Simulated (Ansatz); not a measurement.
# Ni: which magnetic state does the SCF reach?, part 2 of 2

Aim: see which self-consistent states Ni reaches from different starts at one fixed geometry, and which of them is lowest. Ni is taken in the measured crystal structure (space group Fm-3m, primitive cell doubled), 2 atoms in the cell. Source: COD entry 9013002, which need not be the ambient phase.

Ansatz 0.2.0; DFT PBE, PAW, plane waves, scalar-relativistic. The steps go on from the part before.

## 9. Parallel moments, Broyden mixing, no switch to direct minimisation

File input.yaml:

```yaml
crystal:
  lattice:
    - [-1.7724, -3.5448, -1.7724]
    - [-1.7724, 0.0, -1.7724]
    - [1.7724, 0.0, -1.7724]
  atoms:
    - { symbol: Ni, position: [0.0, 0.0, 0.0], spin: 2.0 }
    - { symbol: Ni, position: [0.5, 0.0, 0.5], spin: 2.0 }
magnetization:
  spin_polarized: true
hamiltonian:
  xc: pbe
  pseudopotentials: { kind: paw }
basis:
  ecutwfc: 420
kpoints:
  mp_grid: { grid: [8, 14, 11] }
scf:
  occupations: { method: fermi_dirac, width: 0.1 }
  lower_state_search: "off"
  algorithm: density_mixing
  mixing: { algorithm: broyden, beta: 0.3 }
output:
  forces: true
  stress: true
```

Started as:

```console
$ ansatz run input.yaml --threads 2 --pin off --max-ram 5120MiB --backend cpu --events-out ev --progress --plain --runs-dir out
```

What it wrote (excerpt; [...] marks lines left out):

```text
[... 18 lines as in an earlier run ...]
Starting moments: Σ|m| = 4 μB on 2 of 2 sites
[... 3 lines as in an earlier run ...]
SCF iter   1: F=—  HF=-11678.940474 eV  |F-HF|=—  |Δ(HF+E_count)|=         —  Δρ=1.27e-1 (↑1.13e-1 ↓1.27e-1)  dr2=3.04e-2  dr2_m=2.92e0  M=1.877 μB ∫|m|=2.092 μB  β_m=0.56  ethr=8.45e-5  ⟨swp⟩=1.0  Hψ=82095  notcnv=0
[...]
[... 1 line as in an earlier run ...]
[...]
SCF iter  14: F=-11679.490647 eV  HF=-11679.490647 eV  |F-HF|=2.37e-9  |Δ(HF+E_count)|=   5.57e-7  Δρ=3.40e-6 (↑3.40e-6 ↓2.91e-6)  dr2=2.03e-10  dr2_m=1.73e-9  M=1.252 μB ∫|m|=1.434 μB  ethr=1.60e-11  ⟨swp⟩=4.0  Hψ=54348  notcnv=0
[...]
this state was not tested for a lower state beside it, because the mixer in use, unlike msr1, does not test its closes by its own steps (another_mixer; see scf.mixing.algorithm and scf.lower_state_search)
SCF converged after 14 iterations
Magnetization: 1.2519 μB (18.6260 up, 17.3740 down)
Absolute magnetization: 1.4359 μB (∫|ρ↑−ρ↓|, with the PAW one-centre terms)
Spin contamination: 0.0141 ħ² per cell (⟨S²⟩ above its minimum at these occupations)
Per-site moments (μB) at R_I (Å): [(0.6647860590596895, 1.0339527486544056), (0.6647860590596892, 1.0339527486544056)]
Free energy (F): -11679.490647 eV
[...]
E sigma→0 (E₀):  -11679.435482 eV
Entropy (-TS):   -0.110330 eV (-55.165 meV/atom)
Fermi energy:    17.648990 eV
[... 24 lines left out: energy terms, forces, stress ...]
```

Wall time 19 s (2 threads of Arm Neoverse V1, shared host); peak memory 0.51 GiB.

The run ends in the same state as step 2 (ferromagnetic); it took 14 iterations.

## 10. Parallel moments, spin not held back in the first iterations, no switch to direct minimisation

Changes to input.yaml since step 9:

```diff
@@ -21,3 +21,3 @@
   algorithm: density_mixing
-  mixing: { algorithm: broyden, beta: 0.3 }
+  mixing: { spin_hold: "off" }
 output:
```

Started as:

```console
$ ansatz run input.yaml --threads 2 --pin off --max-ram 5120MiB --backend cpu --events-out ev --progress --plain --runs-dir out
```

What it wrote (excerpt; [...] marks lines left out):

```text
[... 18 lines as in an earlier run ...]
Starting moments: Σ|m| = 4 μB on 2 of 2 sites
[... 2 lines as in an earlier run ...]
[...]
SCF iter   1: F=—  HF=-11678.871615 eV  |F-HF|=—  |Δ(HF+E_count)|=         —  Δρ=1.24e-1 (↑1.08e-1 ↓1.24e-1)  dr2=3.53e-2  dr2_m=2.74e0  M=1.871 μB ∫|m|=2.019 μB  β_m=0.30  ethr=9.83e-5  ⟨swp⟩=1.0  Hψ=82114  notcnv=0
[...]
SCF iter  10: F=-11679.490647 eV  HF=-11679.490647 eV  |F-HF|=5.33e-10  |Δ(HF+E_count)|=   8.71e-8  Δρ=5.75e-6 (↑1.71e-6 ↓5.75e-6)  dr2=1.86e-9  dr2_m=1.59e-9  M=1.252 μB ∫|m|=1.434 μB  ethr=2.78e-10  ⟨swp⟩=3.7  Hψ=50960  notcnv=0
[...]
SCF converged after 10 iterations
Magnetization: 1.2520 μB (18.6260 up, 17.3740 down)
Absolute magnetization: 1.4360 μB (∫|ρ↑−ρ↓|, with the PAW one-centre terms)
Spin contamination: 0.0141 ħ² per cell (⟨S²⟩ above its minimum at these occupations)
Per-site moments (μB) at R_I (Å): [(0.6648205861224799, 1.0339527486544056), (0.66482058612248, 1.0339527486544056)]
Free energy (F): -11679.490647 eV
[...]
E sigma→0 (E₀):  -11679.435484 eV
Entropy (-TS):   -0.110326 eV (-55.163 meV/atom)
Fermi energy:    17.649014 eV
[... 24 lines left out: energy terms, forces, stress ...]
```

It took 14 s on 2 threads of Arm Neoverse V1, shared host; peak memory 0.51 GiB.

The run ends in the same state as step 2 (ferromagnetic); it took 10 iterations.

## 11. Comparing the starts

| step | iterations | state | moments of Ni1 Ni2 (μB) | total (μB) | gap (eV) | pressure (GPa) | above lowest (meV/atom) |
| --- | --- | --- | --- | --- | --- | --- | --- |
| 2 | 11 | 1 | 0.66 0.66 | 1.25 | none | -3.9 | 0.0 |
| 3 | 15 | 2 | 0.00 0.00 | 0.00 | none | -4.8 | 36.9 |
| 4 | 6 | 2 | 0.00 0.00 | 0.00 | none | -4.8 | 36.9 |
| 5 | 10 | 1 | 0.66 0.66 | 1.25 | none | -3.9 | 0.0 |
| 6 | 16 | 1 | 0.66 0.66 | 1.25 | none | -3.9 | 0.0 |
| 7 | 16 | 1 | 0.66 0.66 | 1.25 | none | -3.9 | 0.0 |
| 8 | 22 | 1 | 0.66 0.66 | 1.25 | none | -3.9 | 0.0 |
| 9 | 14 | 1 | 0.66 0.66 | 1.25 | none | -3.9 | 0.0 |
| 10 | 10 | 1 | 0.66 0.66 | 1.25 | none | -3.9 | 0.0 |

States are numbered from the lowest. Starts by step: 2 parallel moments, plain SCF; 3 opposed moments +-, plain SCF; 4 no spin polarisation; 5 spin on, no moments given (the program may seed its own), plain SCF; 6 parallel moments scaled by 0.1, plain SCF; 7 moments ++ scaled by 1.4, plain SCF; 8 a moment on one site alone, plain SCF; 9 parallel moments, Broyden mixing, no switch to direct minimisation; 10 parallel moments, spin not held back in the first iterations, no switch to direct minimisation.

The 9 runs of this session took 2.7 min in all, from 6 s to 28 s each.

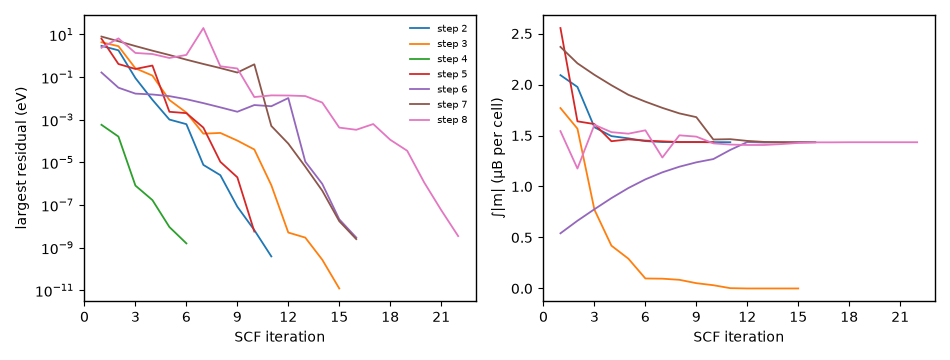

Residual and absolute moment along the iterations (7 of the 9 runs).

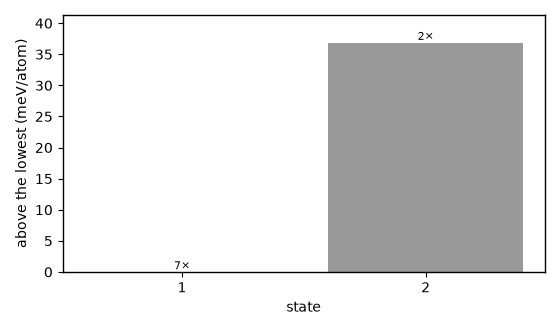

Energy of each distinct state, with the number of starts that reached it (red ferromagnetic, blue opposed moments, grey non-magnetic, green other).

## 12. Results

This closing draws on all 2 parts.

| quantity | value |
| --- | --- |
| distinct states | 2 from 9 converged runs |
| lowest state from plain starts | ferromagnetic |
| its moments | Ni1 0.66, Ni2 0.66 μB |
| total moment | 1.25 μB per cell |
| gap on the k-mesh | none |
| pressure | -3.9 GPa |
| largest force | 0.000 eV/Å |
| next state | non-magnetic, 36.9 meV/atom higher |

9 runs converged, to 2 different states. Switching spin polarisation off costs 36.9 meV/atom in free energy, smearing entropy included. These are lowest states among those tried, not proven ground states. The mesh has less symmetry than the lattice, which lowers the symmetry of the run.
